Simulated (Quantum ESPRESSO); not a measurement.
# Single-point calculation, with input and output: SiO2 (part 2 of 2)

SiO2 (12 atoms in the cell); Kohn-Sham DFT of a periodic cell, PBE, SSSP 1.3 efficiency PBE, no spin polarisation (Quantum ESPRESSO 7.5); cutoff 748.31 eV, 7×7×7 k-mesh, fermi-dirac of 0.05 eV. The structure derives from a Materials Project entry. The volume is scaled by 0.96.

Geometry of the input (Å; fractional positions):
```
-2.7995  2.7995  5.5837
2.7995  -2.7995  5.5837
2.7995  2.7995  -5.5837
Si 0.8750  0.2636  0.8886
Si 0.0136  0.6250  0.8886
Si 0.7364  0.1250  0.1114
Si 0.3750  0.9864  0.1114
O  0.6337  0.1337  0.5000
O  0.4679  0.9679  0.9358
O  0.0321  0.5321  0.0642
O  0.1163  0.1163  -0.0000
O  0.8837  0.8837  -0.0000
O  0.8663  0.3663  0.5000
O  0.2821  0.7179  0.0000
O  0.7179  0.2821  -0.0000
```

What the program printed, continued
```
   -18.1858 -17.1648 -16.8579 -16.5857 -16.2937 -16.1328 -16.0571 -15.7218
    -7.5013  -6.8369  -5.7061  -4.6531  -4.3487  -3.8935  -3.6939  -3.5099
    -2.4272  -1.8745  -1.3678  -1.1771  -1.0295  -0.8000  -0.6730  -0.5328
    -0.4424  -0.1732   0.1280   0.4557   0.7553   0.9030   1.3020   1.4914
     7.1794   9.4057   9.4603  10.5395  10.6026  10.7178  10.8930  11.1414
    11.5592  12.1753  12.4427

          k = 0.5239 0.0000 0.2627 (  8146 PWs)   bands (ev):

   -18.0113 -17.4428 -16.9767 -16.5104 -16.2875 -16.0127 -15.9493 -15.8138
    -7.4627  -6.5041  -6.1045  -4.7340  -4.2141  -3.9490  -3.6023  -3.5278
    -2.3434  -1.8843  -1.3081  -1.2876  -1.0338  -0.9535  -0.8124  -0.5763
    -0.4035  -0.1802   0.2324   0.4300   0.8599   1.0343   1.1894   1.3207
     8.2017   9.0886   9.6292  10.3626  10.5006  10.8389  10.9513  11.3401
    11.8862  12.0056  12.3404

          k = 0.6986 0.1746 0.2627 (  8136 PWs)   bands (ev):

   -17.9546 -17.4961 -17.0061 -16.5569 -16.2273 -16.0142 -15.9312 -15.8217
    -7.4354  -6.4968  -6.0357  -4.8851  -4.1629  -3.9469  -3.6781  -3.4382
    -2.3252  -1.9470  -1.4563  -1.3150  -0.9722  -0.9434  -0.7269  -0.5238
    -0.3395  -0.1430   0.2275   0.3550   0.7767   1.0035   1.1911   1.3378
     8.5200   9.0923   9.6757  10.3459  10.5088  10.9245  10.9861  11.2674
    11.7997  11.9997  12.2608

          k = 0.8732 0.3493 0.2627 (  8142 PWs)   bands (ev):

   -17.9380 -17.4963 -17.0225 -16.5988 -16.1730 -16.0320 -15.9572 -15.7921
    -7.4323  -6.5657  -5.8143  -5.0689  -4.1390  -3.9381  -3.7299  -3.3821
    -2.3259  -1.9941  -1.5586  -1.3397  -0.9644  -0.8891  -0.6232  -0.4709
    -0.2544  -0.1467   0.2354   0.4051   0.5235   0.9912   1.2180   1.3515
     8.3981   9.6927   9.8824  10.0676  10.3108  10.8306  10.9661  11.3935
    11.4552  12.0017  12.3605

          k = 0.1746-0.3493 0.2627 (  8147 PWs)   bands (ev):

   -18.0652 -17.3604 -16.9458 -16.5751 -16.2414 -16.0556 -15.9942 -15.7636
    -7.5051  -6.6436  -5.8496  -4.8006  -4.2376  -3.9338  -3.7039  -3.4396
    -2.3761  -1.9006  -1.3874  -1.2625  -1.0022  -0.9013  -0.6998  -0.5156
    -0.4184  -0.2004   0.2628   0.4864   0.6324   1.0146   1.2190   1.3928
     7.7843   9.4650   9.9426  10.0967  10.4050  10.7875  10.8454  11.2391
    11.5043  12.1108  12.3824

          k = 0.3493 0.3493 0.1751 (  8145 PWs)   bands (ev):

   -18.0363 -17.3453 -16.9391 -16.6763 -16.1851 -16.1137 -15.9287 -15.7985
    -7.2392  -6.6474  -6.0619  -4.9253  -4.1191  -3.8936  -3.6054  -3.5477
    -2.3512  -2.0115  -1.4614  -1.3952  -0.9583  -0.8890  -0.7087  -0.4106
    -0.2624  -0.1730   0.1477   0.4620   0.5376   1.0253   1.1493   1.4575
     7.9756   9.6977  10.0617  10.3098  10.7078  10.7692  10.8990  11.2878
    11.7125  12.1383  12.4600

          k = 0.5239 0.5239 0.1751 (  8119 PWs)   bands (ev):

   -17.8386 -17.5306 -17.0597 -16.6896 -16.1361 -16.0608 -15.8877 -15.8380
    -7.0081  -6.6019  -5.9579  -5.3910  -3.9773  -3.9058  -3.6322  -3.4825
    -2.2901  -2.1624  -1.7630  -1.4512  -0.8814  -0.8530  -0.6060  -0.3133
    -0.1340   0.0042   0.2193   0.3592   0.4070   0.6357   1.2324   1.4679
     8.8506   9.9024  10.1099  10.4185  10.7736  10.8452  11.3296  11.5418
    11.7022  12.1073  12.2045

          k =-0.0000-0.0000 0.1751 (  8149 PWs)   bands (ev):

   -18.2397 -17.0661 -16.8636 -16.4714 -16.3909 -16.1408 -16.1238 -15.6926
    -7.6162  -6.8955  -5.4700  -4.5965  -4.4881  -3.8895  -3.7709  -3.4616
    -2.4676  -1.8542  -1.3897  -1.1029  -1.0122  -0.6453  -0.6435  -0.6104
    -0.3545  -0.1073   0.0836   0.1473   0.8873   0.9399   1.3007   1.5464
     6.8631   9.2097   9.2821  10.5062  10.5240  10.7021  11.0575  11.2404
    11.6743  11.7917  12.4232

          k = 0.5239 0.3493 0.2627 (  8117 PWs)   bands (ev):

   -17.9061 -17.5149 -16.9524 -16.7189 -16.1529 -16.0400 -15.9042 -15.8385
    -7.1929  -6.5692  -6.0266  -5.1392  -4.0519  -3.9134  -3.5669  -3.5520
    -2.2994  -2.0549  -1.5723  -1.5153  -0.9221  -0.8756  -0.6175  -0.4340
    -0.2080  -0.0255   0.1962   0.2944   0.5577   0.8352   1.2585   1.3981
     8.6854   9.4869   9.9252  10.5032  10.6461  10.8020  11.0760  11.5134
    11.8459  11.9329  12.2050

          k = 0.6986 0.5239 0.2627 (  8116 PWs)   bands (ev):

   -17.7826 -17.6225 -16.9677 -16.7741 -16.1080 -16.0400 -15.9031 -15.8415
    -7.0067  -6.6632  -5.8245  -5.4707  -3.9784  -3.9122  -3.6002  -3.5104
    -2.2527  -2.1552  -1.7158  -1.5765  -0.8879  -0.8516  -0.4932  -0.4076
    -0.0879   0.0572   0.1917   0.3524   0.4002   0.5874   1.3144   1.3978
     9.3269   9.3805  10.0178  10.4761  10.6929  10.8590  11.3283  11.7155
    11.8700  11.9971  12.1422

          k = 0.0000-0.1746 0.2627 (  8153 PWs)   bands (ev):

   -18.1602 -17.2387 -16.9439 -16.4501 -16.3208 -16.1161 -16.0434 -15.7062
    -7.7258  -6.7282  -5.5080  -4.6498  -4.4501  -3.9460  -3.8500  -3.3329
    -2.4401  -1.8533  -1.3272  -1.1334  -1.0203  -0.7677  -0.6740  -0.5931
    -0.4501  -0.1624   0.2411   0.3451   0.7806   0.9546   1.2626   1.4532
     7.2267   9.2752   9.5219  10.2231  10.4803  10.7280  10.8100  11.0948
    11.3480  12.0177  12.2523

          k =-0.0000-0.3493 0.3502 (  8161 PWs)   bands (ev):

   -18.0298 -17.4275 -17.0282 -16.4293 -16.2865 -16.0687 -15.9544 -15.7586
    -7.6922  -6.5700  -5.7189  -4.7243  -4.3420  -3.9743  -3.8502  -3.2845
    -2.3748  -1.8896  -1.3399  -1.1538  -1.0162  -0.8854  -0.7294  -0.5321
    -0.5095  -0.2414   0.3099   0.5363   0.6771   1.0222   1.2084   1.3419
     7.8711   9.2889   9.8486  10.0220  10.1357  10.7652  10.8976  11.0968
    11.4049  12.0216  12.3157

          k = 0.1746-0.1746 0.3502 (  8148 PWs)   bands (ev):

   -18.0641 -17.3878 -17.0268 -16.4299 -16.2539 -16.1242 -15.9592 -15.7254
    -7.7986  -6.6041  -5.4824  -4.7737  -4.3878  -3.9883  -3.9347  -3.2180
    -2.4018  -1.8971  -1.3439  -1.1372  -0.9985  -0.8258  -0.6848  -0.5629
    -0.4758  -0.1467   0.2388   0.4915   0.6774   1.0142   1.2134   1.3590
     7.6286   9.3671   9.6827   9.9983  10.2558  10.6873  10.8096  10.9807
    11.2409  12.0375  12.2333

          k =-0.0000 0.6986-0.1751 (  8125 PWs)   bands (ev):

   -17.9587 -17.4887 -17.0824 -16.4013 -16.2827 -16.0644 -15.8902 -15.8285
    -7.5579  -6.4394  -6.0327  -4.7228  -4.2753  -3.9691  -3.7872  -3.3236
    -2.3153  -1.9554  -1.3830  -1.1903  -0.9843  -0.9380  -0.8248  -0.5460
    -0.4003  -0.1926   0.1775   0.4231   0.9296   1.0683   1.1150   1.2984
     8.4932   8.9666   9.4926  10.1143  10.5672  10.8825  11.0254  11.2392
    11.7616  11.9775  12.3787

          k =-1.0479-0.3493-0.1751 (  8139 PWs)   bands (ev):

   -17.9326 -17.5241 -17.1130 -16.4169 -16.2173 -16.0907 -15.9154 -15.7721
    -7.7105  -6.5097  -5.6269  -4.9075  -4.2795  -3.9874  -3.9161  -3.2034
    -2.3289  -1.9907  -1.4574  -1.1339  -0.9701  -0.9046  -0.6740  -0.5052
    -0.4150  -0.2284   0.3018   0.4528   0.6575   1.0868   1.1444   1.3011
     8.2797   9.3727   9.6243   9.9535  10.1617  10.8203  10.8899  11.0958
    11.3900  11.9771  12.3708

          k =-0.0000 0.5239-0.0876 (  8130 PWs)   bands (ev):

   -18.0554 -17.3048 -17.0885 -16.3916 -16.2912 -16.1609 -15.9115 -15.8068
    -7.3997  -6.4926  -6.2093  -4.6380  -4.2570  -3.9323  -3.7298  -3.4182
    -2.3194  -1.9740  -1.3235  -1.2469  -1.0952  -0.9097  -0.8043  -0.5493
    -0.4293  -0.1062   0.2214   0.4145   0.8236   0.9703   1.2737   1.3339
     7.9644   9.1459   9.8324  10.1355  10.4870  10.8471  11.1119  11.8604
    11.9272  12.0861  12.4055

          k = 0.1746 0.6986-0.0876 (  8132 PWs)   bands (ev):

   -17.9185 -17.4809 -17.1688 -16.4009 -16.2154 -16.1090 -15.8971 -15.8121
    -7.5171  -6.4297  -5.9771  -4.8768  -4.2165  -3.9614  -3.8207  -3.2797
    -2.2784  -2.0748  -1.5042  -1.1706  -0.9684  -0.9352  -0.7658  -0.4856
    -0.3183  -0.1179   0.1607   0.3397   0.8565   0.9739   1.1272   1.3570
     8.6973   9.0780   9.5349  10.0220  10.6190  10.8527  11.1141  11.3743
    11.8056  11.9491  12.3496

          k =-0.8732-0.3493-0.0876 (  8140 PWs)   bands (ev):

   -17.8228 -17.5828 -17.2013 -16.4252 -16.1889 -16.0525 -15.9526 -15.7730
    -7.5684  -6.4901  -5.5311  -5.2657  -4.1567  -3.9642  -3.8783  -3.2252
    -2.2677  -2.1306  -1.6206  -1.1180  -0.9865  -0.9302  -0.6558  -0.4144
    -0.2241  -0.1877   0.2795   0.3762   0.5718   0.9602   1.1352   1.3658
     8.9434   9.3147   9.5211  10.0294  10.2569  10.9133  11.0200  11.2058
    11.6951  11.9598  12.4088

          k =-0.0000 0.3493-0.0000 (  8137 PWs)   bands (ev):

   -18.1764 -17.0706 -17.0120 -16.4721 -16.3121 -16.2315 -15.9888 -15.7504
    -7.2861  -6.8782  -5.9643  -4.5637  -4.3063  -3.8439  -3.7225  -3.5277
    -2.3823  -1.9257  -1.3317  -1.2128  -1.1074  -0.8783  -0.7225  -0.4725
    -0.4721  -0.2246   0.3587   0.4574   0.6528   0.8785   1.3537   1.4597
     7.3014   9.1901   9.7933  10.4638  10.4662  10.7704  11.2104  11.4934
    11.8955  12.2708  12.7119

          k = 0.1746 0.5239-0.0000 (  8130 PWs)   bands (ev):

   -18.0353 -17.2576 -17.1654 -16.4360 -16.2230 -16.1920 -15.8944 -15.8143
    -7.3249  -6.4503  -6.2588  -4.7689  -4.1800  -3.9188  -3.7430  -3.4017
    -2.3161  -2.0486  -1.4279  -1.2466  -1.0409  -0.9064  -0.7806  -0.5022
    -0.3650  -0.0530   0.2293   0.3174   0.7391   1.0263   1.1404   1.4297
     8.0439   9.3049   9.9947  10.1140  10.5577  10.8690  11.1640  11.7392
    12.0302  12.1520  12.2067

          k = 0.3493 0.6986-0.0000 (  8122 PWs)   bands (ev):

   -17.8553 -17.4694 -17.2459 -16.4563 -16.2082 -16.0568 -15.9397 -15.7894
    -7.3401  -6.4677  -5.8539  -5.2422  -4.0811  -3.9312  -3.7743  -3.3225
    -2.2696  -2.1879  -1.6903  -1.1711  -0.9702  -0.9123  -0.7103  -0.4056
    -0.1491   0.0001   0.1687   0.2684   0.6834   0.7750   1.1305   1.4520
     8.8608   9.5501   9.7653  10.0511  10.6416  11.0665  11.1154  11.5274
    11.8292  11.9914  12.2249

          k = 0.0000 0.0000 0.3502 (  8149 PWs)   bands (ev):

   -18.1115 -17.3483 -17.0061 -16.3588 -16.2957 -16.1808 -15.9603 -15.6923
    -7.9403  -6.6259  -5.2190  -4.6820  -4.5631  -4.0640  -3.9935  -3.1461
    -2.4380  -1.8926  -1.2626  -1.0903  -0.9968  -0.8797  -0.7001  -0.5539
    -0.3077  -0.0878   0.1970   0.2711   0.8395   1.0090   1.1863   1.3888
     7.3380   9.1154   9.5645   9.8755  10.4439  10.7961  10.8080  10.8304
    11.1000  11.9699  12.0833

          k =-0.0000-0.1746 0.4378 (  8150 PWs)   bands (ev):

   -17.9981 -17.5035 -17.0754 -16.3342 -16.2553 -16.1730 -15.8862 -15.7220
    -7.9814  -6.5271  -5.2489  -4.7063  -4.5304  -4.1525  -4.0192  -3.0591
    -2.3745  -1.9746  -1.2571  -1.0863  -1.0273  -0.8236  -0.7385  -0.5434
    -0.3925  -0.1770   0.3086   0.4560   0.7131   1.0480   1.1608   1.2968
     7.7779   9.0439   9.7114   9.8044  10.1644  10.5966  10.8286  10.9089
    11.1008  11.8249  12.3513

          k =-0.0000 0.8732-0.0876 (  8154 PWs)   bands (ev):

   -17.8835 -17.5949 -17.1543 -16.2937 -16.2491 -16.1468 -15.8577 -15.7857
    -7.8455  -6.4615  -5.5617  -4.6946  -4.4692  -4.0362  -4.0085  -3.0948
    -2.2800  -2.0720  -1.3627  -1.0735  -0.9731  -0.8977  -0.6417  -0.5090
    -0.4894  -0.3138   0.2832   0.5058   0.7645   1.0885   1.1134   1.2714
     8.3993   9.0328   9.4763   9.8261  10.2205  10.7811  10.8379  11.1234
    11.2934  11.8033  12.6269

          k =-1.0479-0.1746-0.0876 (  8143 PWs)   bands (ev):

   -17.8756 -17.6328 -17.1338 -16.3217 -16.2060 -16.1794 -15.8478 -15.7515
    -7.9745  -6.4749  -5.1996  -4.9143  -4.3971  -4.1990  -4.0288  -3.0189
    -2.2940  -2.0881  -1.3428  -1.1099  -0.8698  -0.8390  -0.7503  -0.5657
    -0.3782  -0.2212   0.3508   0.5404   0.6061   1.0776   1.1541   1.2321
     8.2307   8.8831   9.8044   9.8334   9.8963  10.6580  10.7857  10.9435
    11.2007  11.7442  12.6199

          k =-0.0000 0.6986 0.0000 (  8122 PWs)   bands (ev):

   -17.9395 -17.4644 -17.1864 -16.2853 -16.2213 -16.2040 -15.8527 -15.8400
    -7.6029  -6.3923  -6.0159  -4.6448  -4.3776  -3.9783  -3.8628  -3.2306
    -2.2532  -2.0798  -1.3929  -1.1796  -0.9200  -0.8868  -0.8711  -0.4735
    -0.4629  -0.1403   0.1090   0.4155   0.9685   1.0669   1.0802   1.2989
     8.5545   9.0496   9.3691   9.9146  10.6952  10.7035  11.1836  11.3254
    11.7354  11.9244  12.6373

          k = 0.1746 0.8732 0.0000 (  8139 PWs)   bands (ev):

   -17.8228 -17.6327 -17.1930 -16.3285 -16.1942 -16.1418 -15.8850 -15.7753
    -7.7896  -6.4584  -5.5003  -4.9618  -4.3076  -4.0209  -4.0020  -3.1054
    -2.2216  -2.1618  -1.4690  -1.0764  -0.9609  -0.8625  -0.6875  -0.4847
    -0.3528  -0.3044   0.3163   0.4248   0.7047   1.0743   1.1041   1.2881
     8.7695   8.9704   9.4109   9.8826  10.2223  10.7757  10.9160  11.0708
    11.4817  11.8068  12.7874

          k =-0.0000-0.0000 0.5254 (  8149 PWs)   bands (ev):

   -17.9079 -17.6448 -17.0821 -16.3102 -16.2482 -16.1925 -15.8136 -15.7259
    -8.1302  -6.4727  -4.8551  -4.7202  -4.6402  -4.4473  -4.0552  -2.9336
    -2.3150  -2.0940  -1.1281  -1.0486  -1.0189  -1.0018  -0.7579  -0.4908
    -0.2067  -0.1605   0.3222   0.3603   0.7903   1.0825   1.1162   1.2038
     7.9703   8.6431   9.6619   9.6874  10.2105  10.5030  10.7616  10.9119
    10.9690  11.6414  12.5820

          k =-0.0000 1.0479-0.0000 (  8138 PWs)   bands (ev):

   -17.7956 -17.7449 -17.1215 -16.2808 -16.2508 -16.1820 -15.7874 -15.7703
    -8.0763  -6.4538  -5.0850  -4.6719  -4.6166  -4.3310  -4.0504  -2.9484
    -2.2130  -2.1962  -1.2408  -1.0558  -1.0116  -0.8126  -0.7856  -0.4938
    -0.3478  -0.2260   0.3491   0.5148   0.6777   1.0831   1.1336   1.2006
     8.3871   8.4742   9.6882   9.8195   9.9623  10.5765  10.7887  10.9392
    11.0816  11.6348  12.9218

     the Fermi energy is     5.3705 ev

!    total energy              =    -380.17301573 Ry
     estimated scf accuracy    <          7.3E-10 Ry
     smearing contrib. (-TS)   =      -0.00000000 Ry
     internal energy E=F+TS    =    -380.17301573 Ry

     The total energy is F=E-TS. E is the sum of the following terms:
     one-electron contribution =    -198.82507229 Ry
     hartree contribution      =     131.60500292 Ry
     xc contribution           =     -86.01623423 Ry
     ewald contribution        =    -150.96882164 Ry
     one-center paw contrib.   =     -75.96789049 Ry

     convergence has been achieved in  11 iterations

     Forces acting on atoms (cartesian axes, Ry/au):

     atom    1 type  1   force =     0.00532603    0.00000000    0.00000000
     atom    2 type  1   force =     0.00000000    0.00532603   -0.00000000
     atom    3 type  1   force =    -0.00000000   -0.00532603   -0.00000000
     atom    4 type  1   force =    -0.00532603   -0.00000000   -0.00000000
     atom    5 type  2   force =    -0.00000000    0.00000000    0.00338195
     atom    6 type  2   force =    -0.01762436   -0.01762436    0.00000000
     atom    7 type  2   force =     0.01762436    0.01762436    0.00000000
     atom    8 type  2   force =    -0.00000000   -0.00000000   -0.00338195
     atom    9 type  2   force =     0.00000000   -0.00000000    0.00338195
     atom   10 type  2   force =    -0.00000000   -0.00000000   -0.00338195
     atom   11 type  2   force =    -0.01762436    0.01762436    0.00000000
     atom   12 type  2   force =     0.01762436   -0.01762436   -0.00000000

     Total force =     0.051421     Total SCF correction =     0.000064

     Computing stress (Cartesian axis) and pressure

          total   stress  (Ry/bohr**3)                   (kbar)     P=       72.22
   0.00046191  -0.00000000  -0.00000000           67.95       -0.00       -0.00
  -0.00000000   0.00046191  -0.00000000           -0.00       67.95       -0.00
  -0.00000000  -0.00000000   0.00054895           -0.00       -0.00       80.75

=------------------------------------------------------------------------------=
   JOB DONE.
=------------------------------------------------------------------------------=
```

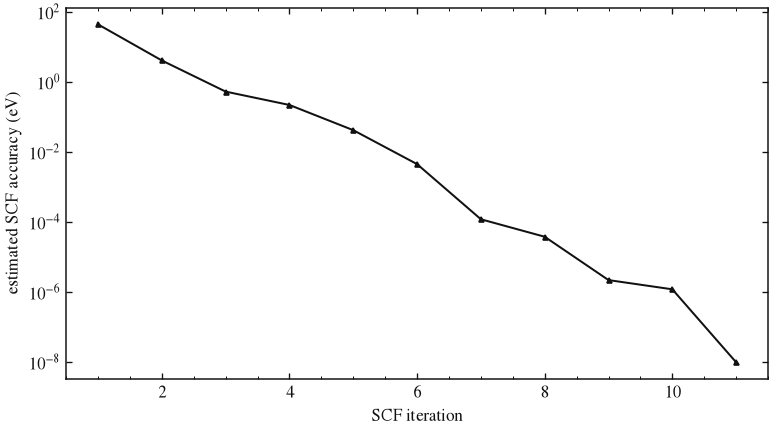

Fig. 1: Convergence of the self-consistent field: estimated SCF accuracy against the iteration. The field takes 11 iterations in all.

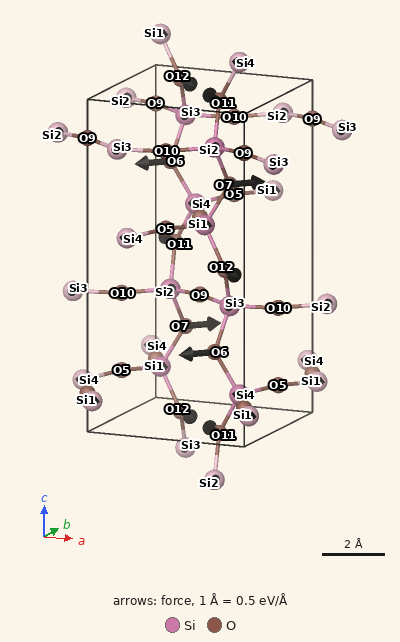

Fig. 2: Forces on the atoms as black arrows (ball-and-stick view of the cell 2 times as large as that of the calculation, set on its symmetry axes, seen slightly off an axis; neighbours outside the cell are drawn fainter; atoms are numbered from 1 in the order of the input). The largest act on O6, O7, O11, O12 (0.64 eV/Å). The geometry is not a stationary point of this energy.

Summary

```json
{"quantity": "outcome", "value": "converged"}
{"quantity": "space group (tolerance 0.01 Å)", "value": "I4₁22 (98)"}
{"quantity": "electrons treated", "value": "64"}
{"quantity": "free energy", "value": "−5172.5174 eV"}
{"quantity": "Fermi energy", "value": "5.370 eV"}
{"quantity": "gap on the k-point mesh", "value": "5.07 eV"}
{"quantity": "pressure", "value": "7.22 GPa"}
{"quantity": "largest force (length of the vector)", "value": "0.641 eV/Å"}
{"quantity": "wall time", "value": "4 min (CPU time 7.9 min)"}
{"quantity": "peak memory", "value": "1.1 GiB"}
```

Notes

The cell is under a pressure of 7.2 GPa at this level, so it is not at its equilibrium volume.
